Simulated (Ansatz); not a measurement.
## AlCu3: 7 runs along one coordinate

System: AlCu3 (P-4m2, 4 atoms in the cell).
Method: DFT r2SCAN, scalar-relativistic, plane waves, PAW, no spin polarisation (Ansatz 0.2.0).

The 7 runs differ only in the geometry, by a shift of atoms along one path in a fixed cell. The shift s is measured from run 4: Cu4 moves along the Cartesian direction (0.00, 0.00, 1.00), and Cu3 with it in fixed proportion. The structure derives from a Materials Project entry.

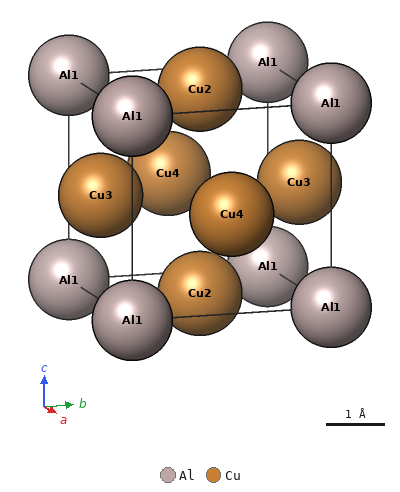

Figure 1. The structure of run 4 (spheres-only view of the cell of the calculation, seen slightly off an axis; atoms are numbered from 1 in the order of the input). An atom can appear more than once, as a periodic image.

## Input of run 4
```yaml
crystal:
  lattice:
    - [3.6418163332, 0.0, 0.0]
    - [0.0, 3.6418163332, 0.0]
    - [0.0, 0.0, 3.6418163332]
  atoms:
    - { symbol: Al, position: [0.0, 0.0, 0.0] }
    - { symbol: Cu, position: [0.5, 0.5, 0.0] }
    - { symbol: Cu, position: [0.5, 0.0, 0.5123564716] }
    - { symbol: Cu, position: [0.0, 0.5, 0.4876435284] }
basis:
  ecutwfc: 500
kpoints:
  mp_grid: { grid: [14, 14, 14] }
hamiltonian:
  xc: r2scan
scf:
  occupations: { method: gaussian, width: 0.15 }
output:
  forces: true
  stress: true
  eigenvalues: true
```

Command:
```bash
ansatz run input.yaml --threads 2 --pin off --max-ram 5120MiB --backend cpu --events-out ev --progress --plain --runs-dir out
```

Lattice vectors (Å) and fractional positions of run 4:
```
   3.641816    0.000000    0.000000
   0.000000    3.641816    0.000000
   0.000000    0.000000    3.641816
Al  0.000000  0.000000  0.000000
Cu  0.500000  0.500000  0.000000
Cu  0.500000  0.000000  0.512356
Cu  0.000000  0.500000  0.487644
```

Run 3 differs from it as follows:
```diff
-    - { symbol: Cu, position: [0.5, 0.0, 0.5123564716] }
-    - { symbol: Cu, position: [0.0, 0.5, 0.4876435284] }
+    - { symbol: Cu, position: [0.5, 0.0, 0.5205941193] }
+    - { symbol: Cu, position: [0.0, 0.5, 0.4794058807] }
```

## Results, with one run withheld

| run | shift s of Cu4 (Å) | free energy per atom, from the lowest run given (meV) | pressure (GPa) | force along the path (eV/Å) |
| --- | --- | --- | --- | --- |
| 1 | −0.0600 | 17.59 | 0.90 | 1.379 |
| 2 | −0.0450 | 12.80 | 0.67 | 1.177 |
| 3 | −0.0300 | ? | ? | ? |
| 4 | 0.0000 | 2.91 | 0.20 | 0.583 |
| 5 | 0.0150 | 1.09 | 0.11 | 0.388 |
| 6 | 0.0300 | 0.00 | 0.05 | 0.194 |
| 7 | 0.1050 | 5.47 | 0.32 | −0.779 |

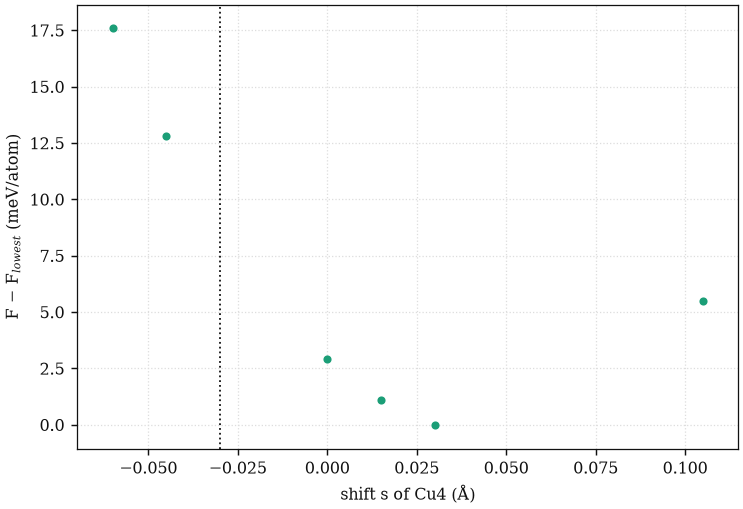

Figure 2. Free energy per atom of the runs given; the dotted line marks run 3.

Estimate the energy of run 3 from the others.

A cubic polynomial in the coordinate, fitted to the 6 runs given, misses them by under 0.01 meV per atom. With x = s − 0.0075, it reads F = 1.9066 − 121.34 x + 1634.1 x² − 151.35 x³ (meV per atom). At run 3 it gives 8.76 meV per atom, and the run itself gives 8.76. The slope of the fit gives a force −dF/ds of 0.978 eV/Å along the path (summed over the atoms that move), and the printed forces give 0.977 eV/Å. The fit has its minimum at s = 0.0448 Å.

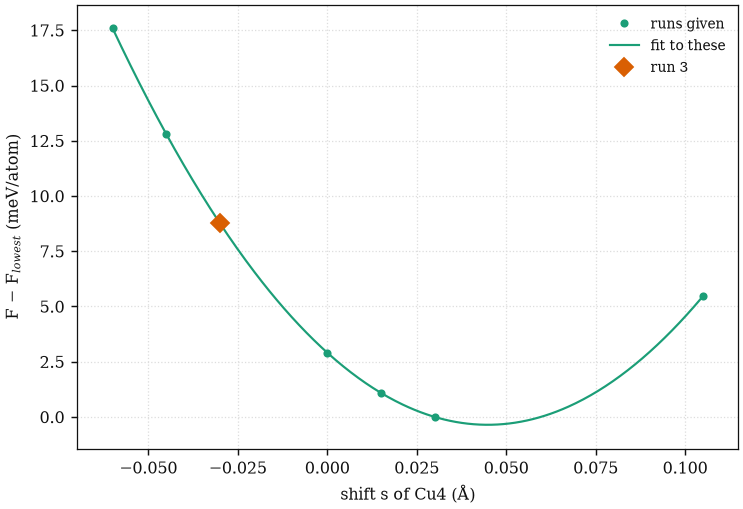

Figure 3. The fit and the withheld run.

## Output, shortened to warnings, some set-up lines, iterations and results (run 3)
```
Basis set: ecut = 500 eV, 1237 PW (Γ), exchange–correlation on 108×108×108 points (64 copies of the dense FFT grid, shifted against one another)
Symmetry: 8 space group operations
k-points: 288 of 2744 (time reversal used)
Initial density: superposition of atomic densities (neutral atoms: chi_scale 0, normalization atom), corrected by the library's trained network
[...]
SCF iter   1: F=—  HF=-20434.914814 eV  |F-HF|=—  |Δ(HF+E_count)|=         —  Δρ=3.88e-2  dr2=4.40e-1  dr2_τ=8.06e-3  ethr=1.77e-3  ⟨swp⟩=5.1  Hψ=36293  notcnv=0  defer=45
SCF iter   2: F=—  HF=-20434.891851 eV  |F-HF|=—  |Δ(HF+E_count)|=   2.30e-2  Δρ=1.57e-2  dr2=5.01e-2  dr2_τ=3.79e-3  ethr=7.34e-4  ⟨swp⟩=2.0  Hψ=18714  notcnv=0  defer=392
SCF iter   3: F=—  HF=-20434.856633 eV  |F-HF|=—  |Δ(HF+E_count)|=   3.52e-2  Δρ=8.11e-3  dr2=2.70e-2  dr2_τ=1.21e-4  ethr=8.35e-5  ⟨swp⟩=2.0  Hψ=18994  notcnv=0  defer=392
SCF iter   4: F=—  HF=-20434.849695 eV  |F-HF|=—  |Δ(HF+E_count)|=   6.94e-3  Δρ=1.28e-3  dr2=1.01e-3  dr2_τ=2.02e-5  ethr=4.50e-5  ⟨swp⟩=1.3  Hψ=13067  notcnv=0  defer=392
SCF iter   5: F=—  HF=-20434.850227 eV  |F-HF|=—  |Δ(HF+E_count)|=   5.32e-4  Δρ=7.41e-4  dr2=3.10e-4  dr2_τ=2.62e-6  ethr=1.68e-6  ⟨swp⟩=2.0  Hψ=15324  notcnv=0  defer=392
SCF iter   6: F=—  HF=-20434.850227 eV  |F-HF|=—  |Δ(HF+E_count)|=   2.45e-7  Δρ=9.20e-4  dr2=2.93e-4  dr2_τ=1.57e-6  ethr=5.16e-7  ⟨swp⟩=2.0  Hψ=15004  notcnv=0  defer=392
SCF iter   7: F=—  HF=-20434.850156 eV  |F-HF|=—  |Δ(HF+E_count)|=   7.05e-5  Δρ=1.71e-4  dr2=1.13e-5  dr2_τ=1.93e-7  ethr=4.89e-7  ⟨swp⟩=2.0  Hψ=14240  notcnv=0  defer=392
SCF iter   8: F=—  HF=-20434.850167 eV  |F-HF|=—  |Δ(HF+E_count)|=   1.06e-5  Δρ=4.91e-5  dr2=6.80e-7  dr2_τ=1.01e-8  ethr=1.88e-8  ⟨swp⟩=2.0  Hψ=15219  notcnv=0  defer=392
SCF iter   9: F=-20434.850167 eV  HF=-20434.850167 eV  |F-HF|=2.40e-9  |Δ(HF+E_count)|=   2.37e-7  Δρ=1.26e-5  dr2=6.12e-8  dr2_τ=4.55e-10  ethr=1.67e-10  ⟨swp⟩=6.7  Hψ=44774 …
SCF 1 converged in 9 iterations: F = -20434.850167 eV  dr2 = 6.12e-8
SCF converged after 9 iterations
Free energy (F): -20434.850167 eV
Harris-Foulkes:  -20434.850167 eV  (|F-HF|=2.40e-9)
Internal energy: -20434.836860 eV  (E = F + TS)
E sigma→0 (E₀):  -20434.843513 eV
Entropy (-TS):   -0.013307 eV (-3.327 meV/atom)
Fermi energy:    15.226328 eV
--- Per-component energies (eV) ---
  E_band       = -1237.214495
  E_kinetic    = 924.363451
  E_local      = -13981.277907  (includes V_loc(G=0)·N_el)
  E_nonlocal   = 1190.388293
  E_hartree    = 6239.160661
  E_xc         = -290.251744
  E_vxc        = -409.132587  (∫ρ·V_xc dr)
  E_paw        = -5503.173806  (= ΣΔE_a)
  E_vpaw       = -1468.795798  (= ΣTr[D̂ρ^β])
  E_aug_tail   = 0.000433  (compensation charges beyond the density's cutoff)
  E_vtau       = 28.892300  (kinetic-family band-sum trace: ∫τ·v_τ [+ j·A + Jᵃ·Aᵃ] dr)
  E_ewald      = -9013.082809
  E_core_change = -0.963432  (= ΣΔE_core)
  E_smearing   = -0.013307  (= −TS)
  E_closure    = -0.000000  (closes the sum)
  Σ components = -20434.850167   (vs F -20434.850167, Δ=0.00e0)
--- Forces (eV/Å), atoms counted from 1 ---
  atom   1  Al     0.00000000     0.00000000     0.00000000
  atom   2  Cu     0.00000000     0.00000000     0.00000000
  atom   3  Cu    -0.00000000     0.00000000    -0.48856789
  atom   4  Cu     0.00000000     0.00000000     0.48856789
  max |Σ_I F_I| component: 1.21e-17 eV/Å
--- Stress (GPa, compression-positive) ---
        0.460102       0.000000       0.000000
        0.000000       0.460102       0.000000
        0.000000       0.000000       0.516241
  P = ⅓ Tr σ = 0.4788 GPa (4.788 kbar)
```
